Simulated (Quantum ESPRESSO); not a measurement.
# H on fcc sites of Cu(111): a series in the coverage, part 4 of 8

Aim: how the results for H on fcc sites of Cu(111) change with the coverage.

Quantum ESPRESSO 7.5; plane-wave DFT, PBE, GBRV ultrasoft pseudopotentials.

So far. Step 4 (Relaxing the ions of the reference): The relaxation lowers the energy by 1 meV an atom. Step 5 (Relaxing the ions, 0 ML):  On the free atoms the largest force ends at 0.004 eV/Å.

## 6. Ground state, 0 ML

A run under open boundaries on these atoms gives the vacuum levels.

Contents of m0.esm.in:

```
&control
  prefix = 'm0.esm'
  outdir = './out'
  pseudo_dir = './pseudo'
  calculation = 'scf'
  tprnfor = .true.
/
&system
  ibrav = 0
  nat = 3
  ntyp = 1
  ecutwfc = 40
  ecutrho = 200
  occupations = 'smearing'
  smearing = 'mv'
  degauss = 0.02
  assume_isolated = 'esm'
  esm_bc = 'bc1'
/
&electrons
  conv_thr = 1e-07
  mixing_beta = 0.25
  electron_maxstep = 160
  mixing_mode = 'local-TF'
  mixing_ndim = 12
/
ATOMIC_SPECIES
  Cu  63.5460  cu_pbe_v1.2.uspp.F.UPF
CELL_PARAMETERS angstrom
  2.55988871576450 0.00000000000000 0.00000000000000
  1.27994435788225 2.21692865871318 0.00000000000000
  0.00000000000000 0.00000000000000 18.21995133859147
ATOMIC_POSITIONS crystal
  Cu  0.333333275598 0.333333448803 -0.114717116091
  Cu  0.666666493462 0.666667013077 -0.000000007025
  Cu  0.000000000000 0.000000000000 0.114717116091
K_POINTS automatic
  10 10 1 0 0 0
```

Command:

```
$ OMP_NUM_THREADS=1 mpirun -n 8 pw.x -nk 4 -in m0.esm.in > m0.esm.out
```

The program printed:

```text
[banner, memory and clock lines left out]
Program PWSCF v.7.5 starts
[citation notice left out]

[...]
Message from routine setup:
[...]
bravais-lattice index     =            0
     lattice parameter (alat)  =       4.8375  a.u.
     unit-cell volume          =     697.7769 (a.u.)^3
     number of atoms/cell      =            3
     number of atomic types    =            1
     number of electrons       =        57.00
     number of Kohn-Sham states=           35
     kinetic-energy cutoff     =      40.0000  Ry
     charge density cutoff     =     200.0000  Ry
     scf convergence threshold =      1.0E-07
     mixing beta               =       0.2500
     number of iterations used =           12  local-TF  mixing
     Exchange-correlation= SLA  PW   PBE  PBE
                           (   1   4   3   4   0   0   0)

     Effective Screening Medium Method
     Boundary Conditions: Vacuum-Slab-Vacuum
     total charge in unit cell        =   0.0000
     grid points for fit at edges     =        4

[...]
PseudoPot. # 1 for Cu read from file:
     ./pseudo/cu_pbe_v1.2.uspp.F.UPF
     Pseudo is Ultrasoft + core correction, Zval = 19.0
     Generated by new atomic code, or converted to UPF format
     Using radial grid of  867 points,  6 beta functions with:
                l(1) =   0
                l(2) =   0
                l(3) =   1
                l(4) =   1
                l(5) =   2
                l(6) =   2
     Q(r) pseudized with  8 coefficients,  rinner =    1.150   1.150   1.150
                                                       1.150   1.150

     atomic species   valence    mass     pseudopotential
     Cu               19.00    63.54600     Cu( 1.00)

     12 Sym. Ops., with inversion, found ( 6 have fractional translation)

[...]
number of k points=    14  Marzari-Vanderbilt smearing, width (Ry)=  0.0200
[...]
Dense  grid:    33203 G-vectors     FFT dimensions: (  24,  24, 160)

     Smooth grid:    23827 G-vectors     FFT dimensions: (  24,  24, 144)

     Initial potential from superposition of free atoms

     starting charge      54.0000, renormalised to      57.0000

     negative rho (up, down):  1.204E-04 0.000E+00
     Starting wfcs are   39 randomized atomic wfcs

     per-process dynamical memory:    20.4 Mb

     Self-consistent Calculation

     iteration #  1     ecut=    40.00 Ry     beta= 0.25
     Davidson diagonalization with overlap
     c_bands:  4 eigenvalues not converged
     c_bands:  2 eigenvalues not converged
     c_bands:  1 eigenvalues not converged
     ethr =  1.00E-02,  avg # of iterations = 10.4

     negative rho (up, down):  2.367E-02 0.000E+00

     total energy              =   -1210.69193122 Ry
     estimated scf accuracy    <      20.22129774 Ry

     iteration #  2     ecut=    40.00 Ry     beta= 0.25
[...]
negative rho (up, down):  3.264E-02 0.000E+00

[...]
total energy              =   -1210.34022609 Ry
     estimated scf accuracy    <       4.10912469 Ry

     iteration #  3     ecut=    40.00 Ry     beta= 0.25
[...]
negative rho (up, down):  3.091E-02 0.000E+00

[...]
total energy              =   -1211.01479974 Ry
     estimated scf accuracy    <       0.05531111 Ry

     iteration #  4     ecut=    40.00 Ry     beta= 0.25
[...]
c_bands:  4 eigenvalues not converged
     c_bands:  3 eigenvalues not converged
     c_bands:  4 eigenvalues not converged
     c_bands:  4 eigenvalues not converged
[...]
negative rho (up, down):  2.834E-02 0.000E+00

[...]
total energy              =   -1211.25499771 Ry
     estimated scf accuracy    <       0.17429632 Ry

     iteration #  5     ecut=    40.00 Ry     beta= 0.25
[...]
c_bands:  1 eigenvalues not converged
[...]
negative rho (up, down):  2.535E-02 0.000E+00

[...]
total energy              =   -1211.25900860 Ry
     estimated scf accuracy    <       0.02838804 Ry

     iteration #  6     ecut=    40.00 Ry     beta= 0.25
[...]
negative rho (up, down):  2.240E-02 0.000E+00

[...]
total energy              =   -1211.26640265 Ry
     estimated scf accuracy    <       0.00602441 Ry

[...]
iteration # 25     ecut=    40.00 Ry     beta= 0.25
[...]
negative rho (up, down):  5.087E-05 0.000E+00

[...]
total energy              =   -1211.27675888 Ry
     estimated scf accuracy    <       0.00000139 Ry

     iteration # 26     ecut=    40.00 Ry     beta= 0.25
[...]
negative rho (up, down):  5.213E-05 0.000E+00

[...]
total energy              =   -1211.27675509 Ry
     estimated scf accuracy    <       0.00000064 Ry

     iteration # 27     ecut=    40.00 Ry     beta= 0.25
[...]
negative rho (up, down):  5.319E-05 0.000E+00

[...]
total energy              =   -1211.27675762 Ry
     estimated scf accuracy    <       0.00000015 Ry

     iteration # 28     ecut=    40.00 Ry     beta= 0.25
[...]
negative rho (up, down):  5.262E-05 0.000E+00

[...]
End of self-consistent calculation

          k = 0.0000 0.0000 0.0000 (  2925 PWs)   bands (ev):

  -117.4089-117.0972-117.0971 -74.7808 -74.7718 -74.7718 -74.4676 -74.4676
   -74.4674 -74.4674 -74.4495 -74.4451 -13.5039 -11.4947 -10.0088  -7.8172
    -7.8126  -7.8126  -7.7163  -7.5498  -7.5498  -7.4210  -7.4210  -6.9346
    -6.9346  -6.6086  -6.6086  -6.4022  -6.4022  -6.3269  -4.9108  -0.6507
     0.0524   0.6071   2.9086

          k = 0.0000 0.1155 0.0000 (  2947 PWs)   bands (ev):

  -117.4081-117.0964-117.0963 -74.7797 -74.7796 -74.7738 -74.4752 -74.4751
   -74.4695 -74.4694 -74.4484 -74.4445 -13.1875 -11.1990  -9.7719  -7.9692
    -7.8331  -7.8007  -7.7056  -7.5316  -7.4780  -7.4660  -7.3113  -7.0200
    -6.9555  -6.8805  -6.6836  -6.6156  -6.4014  -5.8222  -4.2248  -0.3732
     0.3659   0.8755   3.2095

[...]
the Fermi energy is    -4.8865 ev

!    total energy              =   -1211.27675662 Ry
     estimated scf accuracy    <       0.00000001 Ry
     smearing contrib. (-TS)   =      -0.00067929 Ry
     internal energy E=F+TS    =   -1211.27607733 Ry

     The total energy is F=E-TS. E is the sum of the following terms:
     one-electron contribution =    6792.51550584 Ry
     hartree contribution      =   -3405.25337358 Ry
     xc contribution           =    -116.32791678 Ry
     ewald contribution        =   -4482.21029281 Ry

     convergence has been achieved in  28 iterations

     negative rho (up, down):  5.262E-05 0.000E+00

     Forces acting on atoms (cartesian axes, Ry/au):

     atom    1 type  1   force =     0.00000000    0.00000000   -0.00015440
     atom    2 type  1   force =     0.00000000    0.00000000    0.00000000
     atom    3 type  1   force =     0.00000000    0.00000000    0.00015440

     Total force =     0.000218     Total SCF correction =     0.000835
     SCF correction compared to forces is large: reduce conv_thr to get better values

[...]
```

Run time: 23 s. Hardware: 8 MPI ranks of Arm Neoverse V1, shared host; peak memory 0.53 GiB.

Read from the output:

| Property | Result |
| --- | --- |
| Fermi energy | -4.886 eV |
| vacuum line at the lower end of the cell, over the Fermi level | 4.886 eV |
| vacuum line at the upper end of the cell, over the Fermi level | 4.887 eV |

Electrostatic potential energy of an electron; zero at the Fermi level. The potential energy, planar mean by z:

```csv
z (Å),"potential energy, planar mean (eV)"
-9,4.89
-8,4.89
-7,4.89
-6,4.88
-5,4.86
-4,4.58
-3,0.780
-2,-22.9
-1,-0.0182
0,-24.3
1,-0.0181
2,-22.9
3,0.780
4,4.58
5,4.86
6,4.88
7,4.89
8,4.89
9,4.89
```

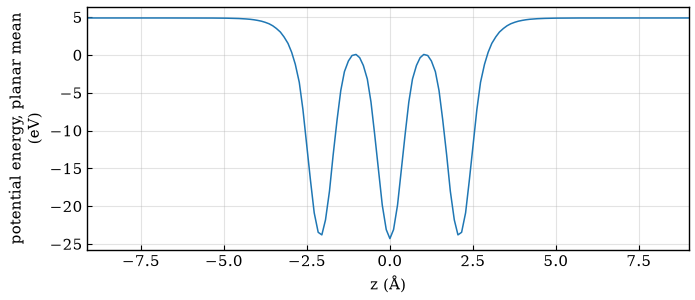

Potential energy, planar mean, plotted against z.

The vacuum levels are read from the outermost 0.7 Å of the cell on either side.

Inside the slab this potential holds the local part of the pseudopotentials, which can be repulsive at the nuclei; only its value in the vacuum has a meaning of its own.

[end of part 4 of 8]

[Logs are printed without paths, hosts, clocks, repeated set-up lines and the standing remarks that a program may print on its own settings, such as how far it seeks lower states.]

[Hosts, paths, dates, database ids (printed as entryN), source tags and the programs' standing remarks are cut or masked in the printed files.]

[Maps of the electrostatic potential energy from Ansatz leave out the sawtooth potential of an applied field or a dipole correction, so their vacuum need not be flat; planar profiles and work functions include it.]
